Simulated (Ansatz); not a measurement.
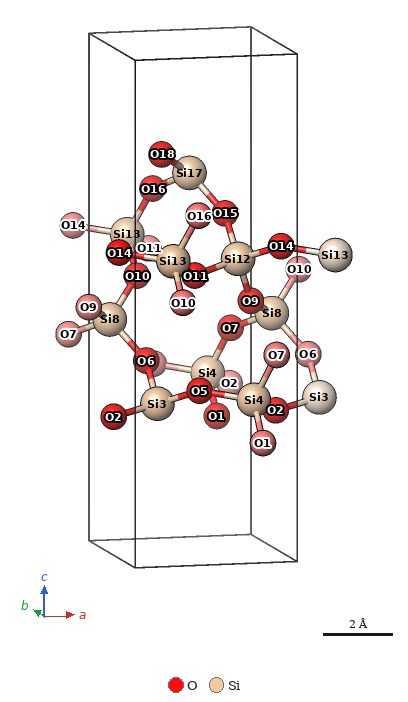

Fig. 1: The structure as given in the input (ball-and-stick view of the cell of the calculation, with the vacuum cut short, seen slightly off an axis; neighbours outside the cell are drawn fainter; atoms are numbered from 1 in the order of the input). Near neighbours in the crystal (not all of them lie inside the picture): O has 1 Si at 1.63 Å; O has 2 Si at 1.62 to 1.63 Å; Si has 3 O at 1.62 to 1.63 Å; Si has 4 O at 1.62 to 1.63 Å.

## Single-point calculation of SiO$_{2}$

System: SiO$_{2}$ (slab, 18 atoms in the cell).
Method: DFT PBE+D3(BJ), scalar-relativistic, plane waves, PAW, no spin polarisation (Ansatz 0.2.0).

The structure derives from an entry of the Crystallography Open Database. It belongs to a series of runs on one base structure; here: the slab at its places in the relaxed adsorbed structure. Figures and captions count atoms from 1; the log counts them from 0 in places.

**Input file**
```yaml
crystal:
  lattice:
    - [4.9152816296, 0.0, 0.0]
    - [0.0, 5.4220874143, 0.0]
    - [0.0, 0.0, 26.663651909]
  atoms:
    - { symbol: O, position: [0.7268435887, 0.779771652, 0.3000339198] }
    - { symbol: O, position: [0.931090104, 0.220228348, 0.321772081] }
    - { symbol: Si, position: [0.2330595199, 0.3333333333, 0.3307075852] }
    - { symbol: Si, position: [0.7330595199, 0.0, 0.3415255388] }
    - { symbol: O, position: [0.431090104, 0.1131049854, 0.350461043] }
    - { symbol: O, position: [0.2268435887, 0.5535616813, 0.3721992042] }
    - { symbol: O, position: [0.8420663073, 0.8868950146, 0.3942016519] }
    - { symbol: Si, position: [0.0338809602, 0.6666666667, 0.415939813] }
    - { symbol: O, position: [0.8420663073, 0.4464383187, 0.4376779742] }
    - { symbol: O, position: [0.2295645706, 0.7688010766, 0.4603520589] }
    - { symbol: O, position: [0.4289664114, 0.2142748663, 0.4758157137] }
    - { symbol: Si, position: [0.7278702542, 0.3240417798, 0.4889447176] }
    - { symbol: Si, position: [0.2366637253, -0.0001172292, 0.4993887089] }
    - { symbol: O, position: [0.9315799469, 0.1062472069, 0.5082039064] }
    - { symbol: O, position: [0.704636336, 0.5256189347, 0.5337068214] }
    - { symbol: O, position: [0.3663514463, 0.9085240655, 0.5522401814] }
    - { symbol: Si, position: [0.5271388074, 0.6715339472, 0.5756466262] }
    - { symbol: O, position: [0.3043284597, 0.4939132841, 0.6032139265] }
basis:
  ecutwfc: 420
kpoints:
  mp_grid: { grid: [3, 3, 1] }
hamiltonian:
  xc: pbe
  dispersion: d3bj
scf:
  occupations: { method: gaussian, width: 0.05 }
output:
  forces: true
  eigenvalues: true
  write_density: true
  volumetric_format: npy
efield:
  axis: 3
  dipole_correction: true
  ramp_width: 0.04
```

Launched with:
```bash
ansatz run input.yaml --threads 2 --pin off --max-ram 5120MiB --backend cpu --events-out ev --progress --plain --runs-dir out
```

**Output**
```
Engine: ansatz 0.2.0, aarch64-unknown-linux-gnu
Pseudopotentials: kind: paw
Pseudopotential: O, paw, valence charge 6, recommended cutoff 420 eV (normal), O.paw.azcp
Pseudopotential: Si, paw, valence charge 4, recommended cutoff 420 eV (normal), Si.paw.azcp
Functional definition: PBE
  parameter kappa = 0.804
  parameter beta = 0.06672455060314922
  exchange = pbe_x(kappa = kappa, mu = beta*pi^2/3)
  correlation = pbe_c(beta = beta)
Crystal: 18 atoms, lattice volume = 710.615 Å³
Basis set: ecut = 420 eV, 13879 PW (Γ), exchange–correlation on 72×80×360 points (8 copies of the dense FFT grid, shifted against one another)
Bands: 66, of which v1, the nominal top of the filled ones, is band 48 counted from 1 (47 counted from 0)
Symmetry: 1 space group operations
Space group: P1 (ITA 1), of the structure as read, at distance tolerance 8.9e-5 Å
k-points: 5 of 9 (time reversal used)
Non-local potential: O, projectors of the file, l = 0: 2, l = 1: 2, l = 2: 1
Non-local potential: Si, projectors of the file, l = 0: 2, l = 1: 2, l = 2: 2
PAW form: soft (Blöchl's): semilocal exchange-correlation on the pseudo side does not see the compensation charge
PAW one-centre angular grid: O, 110 points (default); XC on 64 Gauss nodes
PAW one-centre angular grid: Si, 110 points (default); XC on 64 Gauss nodes
Initial density: superposition of atomic densities (neutral atoms: chi_scale 0, normalization atom), corrected by the library's trained network
Initial wavefunctions: pseudopotential atomic-orbital guess
Functional: x = pbe(κ = 0.804, μ = 0.2195149727645171), c = pbe(β = 0.06672455060314922)
SCF iter   1: F=—  HF=-10636.691955 eV  |F-HF|=—  |Δ(HF+E_count)|=         —  Δρ=4.60e-3  dr2=1.14e-1  ethr=1.77e-3  p=-0.001 e·Å  D=-2.07e-4 V/Å  ΔV_dip=0.01 eV  dr2_dipole=1.98e-3  V_vac-E_F(+/−)=6.78/6.78 eV  ⟨swp⟩=8.4  Hψ=1797  notcnv=0  defer=44
efield: sawtooth ramp at fractional position 0.9316 (placed from the atoms, in the widest stretch of the axis that holds none; the zero of the levels goes with the place), width 0.0400; the density the first Hamiltonian is built on has a dipole p = -0.001 e·Å; the dipole correction subtracts the counter field D = -2.07e-4 V/Å, which shifts the + side's vacuum level by +0.01 eV against the − side's; the planar-averaged density in the ramp window peaks in size at 6.5e-7 e/Å³
preconditioner: auto → Resta (q_TF=auto, 1.954 Å⁻¹)  ε∞=1.8  [insulator: Δε(μ)=0.482 eV  Ē_g=14.968 eV  σ=0.050 eV  W_gap=1.00  n_scr=96 (ndim 8)  ℏωp=13.6 eV  f_vac=0.635  D(μ)=0.00/eV (n_scr^D=0)  ε∞_Penn≈1.8  vacuum switching on, ρ_ref=1.6e-2 e/Å³]
SCF iter   2: F=—  HF=-10636.695825 eV  |F-HF|=—  |Δ(HF+E_count)|=   3.87e-3  Δρ=5.97e-3  dr2=2.72e-1  ethr=1.18e-4  p=-0.039 e·Å  D=-9.86e-3 V/Å  ΔV_dip=0.26 eV  dr2_dipole=6.26e-4  V_vac-E_F(+/−)=6.91/6.65 eV  ⟨swp⟩=3.0  Hψ=617  notcnv=0  defer=64
SCF iter   3: F=—  HF=-10636.715159 eV  |F-HF|=—  |Δ(HF+E_count)|=   1.93e-2  Δρ=6.04e-3  dr2=3.99e-1  ethr=1.18e-4  p=-0.050 e·Å  D=-1.27e-2 V/Å  ΔV_dip=0.34 eV  dr2_dipole=5.12e-4  V_vac-E_F(+/−)=7.10/6.76 eV  ⟨swp⟩=2.8  Hψ=491  notcnv=0  defer=64
SCF iter   4: F=—  HF=-10636.682949 eV  |F-HF|=—  |Δ(HF+E_count)|=   3.22e-2  Δρ=2.54e-3  dr2=7.43e-2  ethr=1.18e-4  p=-0.048 e·Å  D=-1.21e-2 V/Å  ΔV_dip=0.32 eV  dr2_dipole=2.39e-6  V_vac-E_F(+/−)=7.02/6.70 eV  ⟨swp⟩=2.0  Hψ=418  notcnv=0  defer=64
SCF iter   5: F=—  HF=-10636.677013 eV  |F-HF|=—  |Δ(HF+E_count)|=   5.94e-3  Δρ=4.27e-4  dr2=1.59e-3  ethr=7.74e-5  p=-0.056 e·Å  D=-1.43e-2 V/Å  ΔV_dip=0.38 eV  dr2_dipole=3.98e-6  V_vac-E_F(+/−)=7.04/6.66 eV  ⟨swp⟩=2.0  Hψ=308  notcnv=0  defer=64
SCF iter   6: F=—  HF=-10636.677128 eV  |F-HF|=—  |Δ(HF+E_count)|=   1.14e-4  Δρ=1.59e-4  dr2=1.81e-4  ethr=1.65e-6  p=-0.056 e·Å  D=-1.43e-2 V/Å  ΔV_dip=0.38 eV  dr2_dipole=2.75e-7  V_vac-E_F(+/−)=7.03/6.65 eV  ⟨swp⟩=2.0  Hψ=297  notcnv=0  defer=64
SCF iter   7: F=—  HF=-10636.677167 eV  |F-HF|=—  |Δ(HF+E_count)|=   3.96e-5  Δρ=9.07e-5  dr2=8.76e-5  ethr=1.88e-7  p=-0.056 e·Å  D=-1.44e-2 V/Å  ΔV_dip=0.38 eV  dr2_dipole=5.52e-8  V_vac-E_F(+/−)=7.04/6.65 eV  ⟨swp⟩=2.6  Hψ=438  notcnv=0  defer=64
SCF iter   8: F=—  HF=-10636.677133 eV  |F-HF|=—  |Δ(HF+E_count)|=   3.45e-5  Δρ=2.51e-5  dr2=4.68e-6  ethr=9.12e-8  p=-0.057 e·Å  D=-1.44e-2 V/Å  ΔV_dip=0.38 eV  dr2_dipole=1.51e-8  V_vac-E_F(+/−)=7.04/6.65 eV  ⟨swp⟩=1.0  Hψ=330  notcnv=0  defer=66
SCF iter   9: F=—  HF=-10636.677134 eV  |F-HF|=—  |Δ(HF+E_count)|=   1.46e-6  Δρ=9.03e-6  dr2=6.57e-7  ethr=4.87e-9  p=-0.057 e·Å  D=-1.44e-2 V/Å  ΔV_dip=0.38 eV  dr2_dipole=8.27e-9  V_vac-E_F(+/−)=7.04/6.65 eV  ⟨swp⟩=3.0  Hψ=445  notcnv=0  defer=66
SCF iter  10: F=-10636.677134 eV  HF=-10636.677134 eV  |F-HF|=2.48e-8  |Δ(HF+E_count)|=   1.21e-7  Δρ=3.72e-6  dr2=8.76e-8  ethr=1.04e-10  p=-0.057 e·Å  D=-1.44e-2 V/Å  ΔV_dip=0.38 eV  dr2_dipole=5.20e-11  V_vac-E_F(+/−)=7.04/6.65 eV  ⟨swp⟩=20.6  Hψ=2538  notcnv=0
SCF 1 converged in 10 iterations: F = -10636.677134 eV  dr2 = 8.76e-8
  greatest PAW one-centre occupation: 0.875 electrons in one spin orbital (limit 2), on the O atom at site 17 (counted from 0), in its partial waves of l = 0
```

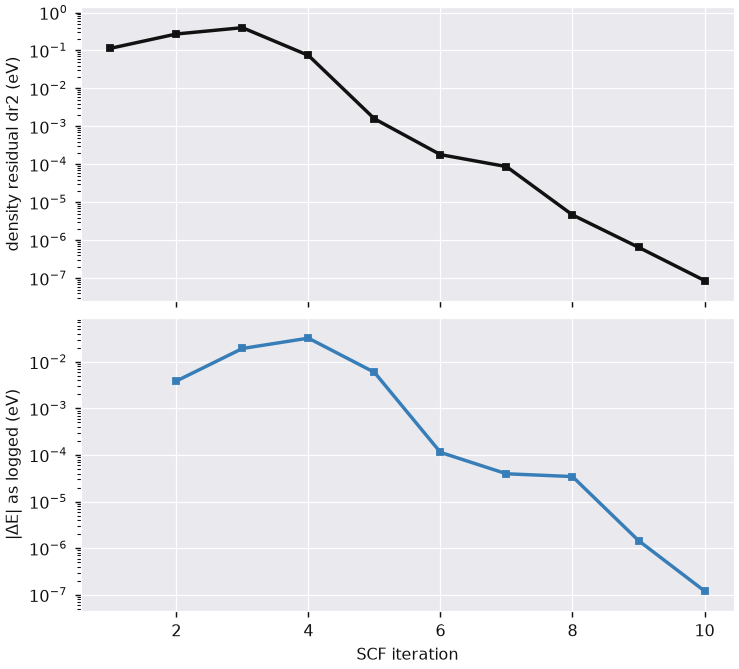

Fig. 2: Convergence of the self-consistent field: density residual dr2 and size of the energy change against the SCF iteration. The residual comes down, with one marked jump up, by a factor of about 2.5, at step 2.

```
SCF converged after 10 iterations
Free energy (F): -10636.677134 eV
Harris-Foulkes:  -10636.677134 eV  (|F-HF|=2.48e-8)
Internal energy: -10636.677134 eV  (E = F + TS)
E sigma→0 (E₀):  -10636.677134 eV
Entropy (-TS):   -0.000000 eV (-0.000 meV/atom)
Fermi energy:    -3.158096 eV
Dipole field:    D = -0.014440 V/Å  (p = -0.056706 e·Å, saw-weighted, corrected)
Work function:   Φ+ = 7.0362 eV   Φ− = 6.6512 eV
Levels:          The Fermi level and band energies are counted from a zero that moves with the ramp; work functions are not
--- Per-component energies (eV) ---
  E_band       = -1110.919840
  E_kinetic    = 2389.027138
  E_local      = -70267.963387  (includes V_loc(G=0)·N_el)
  E_nonlocal   = 720.396236
  E_hartree    = 33956.798810
  E_xc         = -1217.889211
  E_vxc        = -1412.028713  (∫ρ·V_xc dr)
  E_paw        = -4982.225061  (= ΣΔE_a)
  E_vpaw       = -453.653797  (= ΣTr[D̂ρ^β])
  E_aug_tail   = 0.030551  (compensation charges beyond the density's cutoff)
  E_efield     = 0.000409  (sawtooth field / dipole correction)
  E_vefield    = -0.341080  (∫n·V_field dr)
  E_ewald      = 28767.165614
  E_disp       = -2.018236  (pairwise vdW)
  E_smearing   = -0.000000  (= −TS)
  E_closure    = -0.000000  (closes the sum)
  Σ components = -10636.677134   (vs F -10636.677134, Δ=0.00e0)
--- Forces (eV/Å), atoms counted from 1 ---
  atom   1  O     -0.24521382     0.45994076     0.56365367
  atom   2  O      1.48307176     1.54730585    -0.48578107
  atom   3  Si    -0.99991862    -0.17291660     2.35503623
  atom   4  Si     0.44154105    -3.64222844    -2.25336989
  atom   5  O     -0.94645519     1.53568604    -0.43489343
  atom   6  O      0.53855480    -0.46353660    -0.93221944
  atom   7  O      0.41523131     0.22692576     1.21085239
  atom   8  Si    -0.76728534     0.40380312     0.03671972
  atom   9  O      0.06625189     0.10170870    -0.04991644
  atom  10  O     -0.00000879     0.02584739     0.01756284
  atom  11  O      0.08616635     0.09503601    -0.02881903
  atom  12  Si     0.12426697    -0.09705959    -0.00582459
  atom  13  Si     0.07438281     0.18845879    -0.07226522
  atom  14  O     -0.00356600    -0.12069011     0.02019399
  atom  15  O      0.73438081     1.02992195     0.25027834
  atom  16  O      0.87105133     0.38655817     0.18379902
  atom  17  Si    -4.50459332    -3.34131449    -0.11276323
  atom  18  O      2.63209153     1.83653034    -0.26239148
  max |Σ_I F_I| component: 1.48e-4 eV/Å
--- Band table (eV; the first three rows and the last of 5) ---
  k-point 0: bands = ["-24.5932", "-24.3078", "-23.5514", "-23.1878", "-23.0823", "-22.9182", "-22.8766", "-22.6190", "-22.6002", "-22.5238", "-19.4800", "-19.1562", "-13.5872", "-13.5199", "-13.1603", "-12.3598", "-10.9330", "-10.7947", "-10.6837", "-10.6088", "-10.5377", "-10.1823", "-8.6561", "-8.3802", "-8.2036", "-8.1717", "-8.0565", "-7.8731", "-7.7486", "-7.5235", "-7.2915", "-7.1743", "-6.9844", "-6.8792", "-6.6663", "-6.5896", "-6.4603", "-6.4106", "-6.2242", "-6.1575", "-5.8484", "-5.6750", "-5.5787", "-4.9026", "-4.0835", "-3.5580", "-3.5196", "-3.3544", "-3.0002", "-2.1563", "1.4960", "2.7289", "2.9846", "3.1517", "3.3669", "3.6072", "3.8319", "3.9209", "4.0296", "4.2014", "4.2197", "4.5089", "4.7487", "4.9077", "5.1300", "5.4954"]
  k-point 1: bands = ["-24.4162", "-24.2463", "-23.8813", "-23.4619", "-22.9827", "-22.8733", "-22.6521", "-22.6211", "-22.5963", "-22.5161", "-19.4888", "-19.1678", "-14.1523", "-13.6122", "-12.3056", "-11.9502", "-11.2794", "-10.9785", "-10.7671", "-10.6893", "-10.4295", "-10.1578", "-8.7967", "-8.4679", "-8.2575", "-8.0418", "-7.9300", "-7.8530", "-7.6463", "-7.4457", "-7.2657", "-7.1865", "-7.0488", "-6.8985", "-6.7755", "-6.6332", "-6.4931", "-6.3887", "-6.2466", "-6.0802", "-5.8259", "-5.7050", "-5.5801", "-5.0237", "-4.0416", "-3.5597", "-3.5338", "-3.3323", "-2.9022", "-2.0435", "2.0177", "2.6030", "3.1324", "3.2549", "3.4893", "3.7836", "3.9051", "4.0493", "4.1687", "4.3709", "4.4757", "4.5546", "4.7559", "4.9568", "5.1400", "5.2818"]
  k-point 2: bands = ["-24.3739", "-24.0744", "-23.7484", "-23.4671", "-23.1738", "-22.9921", "-22.8118", "-22.6303", "-22.6092", "-22.5013", "-19.4830", "-19.1399", "-13.6864", "-13.2613", "-12.8475", "-12.1969", "-11.3913", "-10.9443", "-10.6468", "-10.5654", "-10.5217", "-9.9714", "-8.5523", "-8.4368", "-8.2406", "-8.1784", "-7.9601", "-7.8479", "-7.7182", "-7.5718", "-7.4038", "-7.3219", "-7.2132", "-7.0065", "-6.8378", "-6.7087", "-6.5844", "-6.3922", "-6.1065", "-5.9357", "-5.8576", "-5.6516", "-5.5378", "-4.8980", "-4.0215", "-3.7108", "-3.5535", "-3.3384", "-2.8262", "-1.8977", "2.1881", "2.7256", "3.2454", "3.4647", "3.7073", "3.8187", "3.8845", "4.1735", "4.3321", "4.4868", "4.6373", "4.7697", "4.8982", "4.9652", "5.1910", "5.4092"]
  k-point 4: bands = ["-24.2543", "-24.0256", "-23.7704", "-23.6759", "-23.2056", "-22.9346", "-22.8136", "-22.6263", "-22.5907", "-22.5004", "-19.4898", "-19.1520", "-13.7631", "-13.3474", "-12.4097", "-11.8846", "-11.7337", "-11.3203", "-10.6503", "-10.4686", "-10.2941", "-10.1742", "-8.7060", "-8.6316", "-8.2797", "-8.1858", "-7.9135", "-7.7897", "-7.5621", "-7.4765", "-7.4045", "-7.1959", "-6.9960", "-6.9176", "-6.7852", "-6.6045", "-6.4459", "-6.3466", "-6.2292", "-6.1249", "-5.9351", "-5.7615", "-5.6680", "-4.9471", "-3.9839", "-3.6228", "-3.5901", "-3.3300", "-2.9105", "-1.8776", "2.5561", "2.9512", "3.2420", "3.6845", "3.7885", "4.0181", "4.1175", "4.2877", "4.4081", "4.5139", "4.7522", "4.8516", "5.0165", "5.0456", "5.1944", "5.4512"]
```

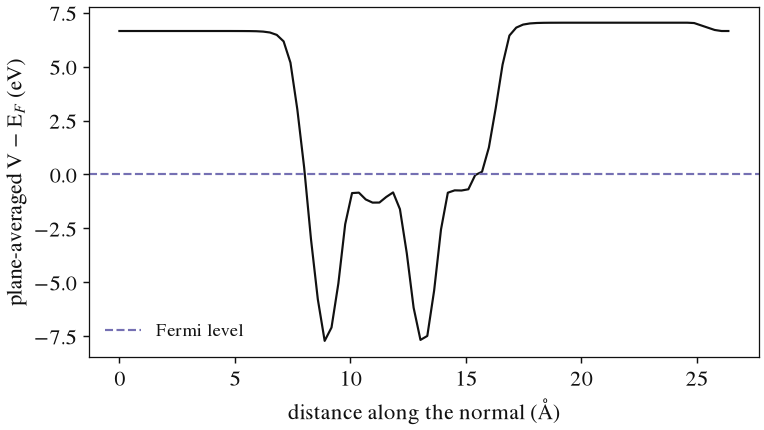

Fig. 3: Plane average of the electrostatic potential energy of an electron across the cell, from the Fermi level. The vacuum level lies 7.04 eV above the Fermi level on the upper side and 6.65 eV on the lower.

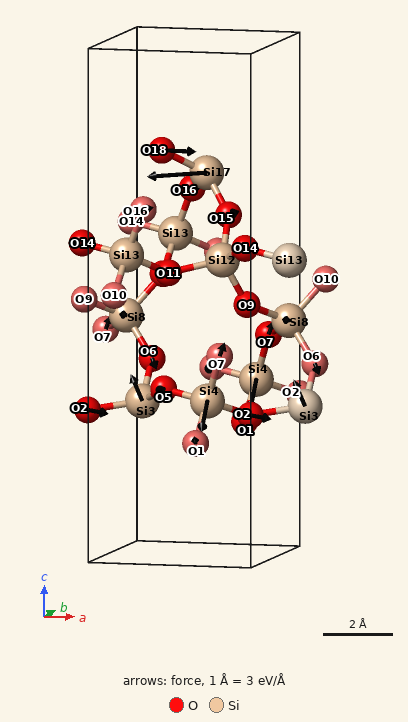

Fig. 4: Forces on the atoms as black arrows (ball-and-stick view of the cell of the calculation, with the vacuum cut short, seen slightly off an axis; neighbours outside the cell are drawn fainter; atoms are numbered from 1 in the order of the input); the smallest are left out. The largest act on Si17 (5.61 eV/Å); Si4 (4.31 eV/Å); O18 (3.22 eV/Å); Si3 (2.56 eV/Å), among others. The geometry is not a stationary point of this energy.

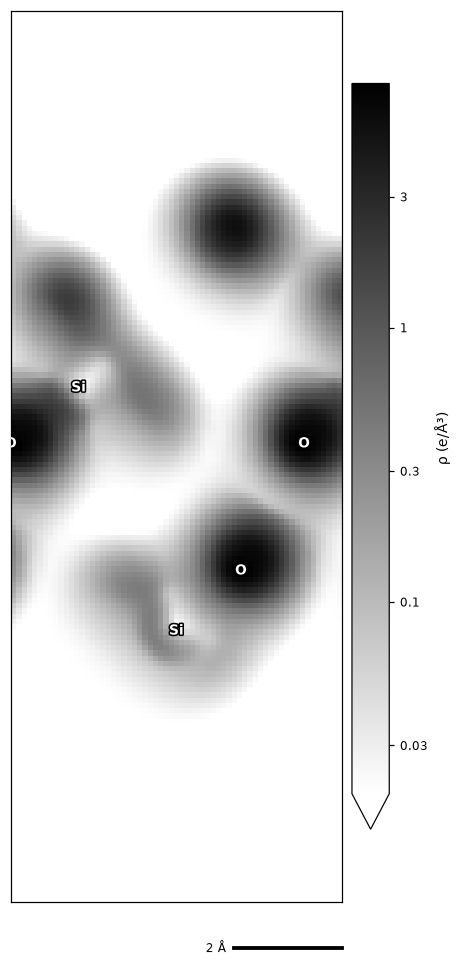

Fig. 5: Valence charge density (pseudo) on the (100) plane of the calculation cell, a cut from vacuum to vacuum. Atoms in the plane: Si and O. Si–O (1.63 Å): ρ is about 1.2 e/Å³ halfway. The density dies away to nearly zero in the vacuum. In a PAW calculation such maps are meaningful between the atoms, not at the nuclei.

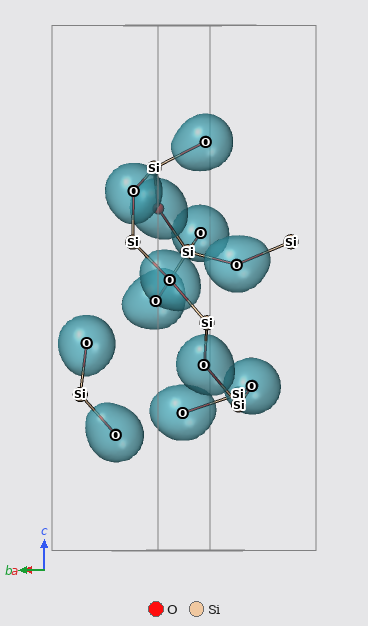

Fig. 6: Isosurface of the valence electron density at 0.8 e/Å³ (cyan), seen at an oblique angle. Sticks mark near contacts. At this value the density breaks into separate islands; it holds about 65 % of the electrons treated as valence. On the grid the lowest density along these lines, outside the cores, is 1 e/Å³ (Si–O, 1.62 Å).

**Results in brief**

```tsv
quantity	value
outcome	converged
electrons treated	96
free energy	−10636.6771 eV
work function, top face	7.04 eV
work function, bottom face	6.65 eV
Fermi energy	−3.158 eV
gap on the k-point mesh	0.33 eV
work function (upper face)	7.04 eV
largest force (length of the vector)	5.610 eV/Å
hardware	2 threads of Arm Neoverse V2, 24 GiB of memory available, shared host
wall time	15 s (CPU time 29 s)
peak memory	0.89 GiB
```
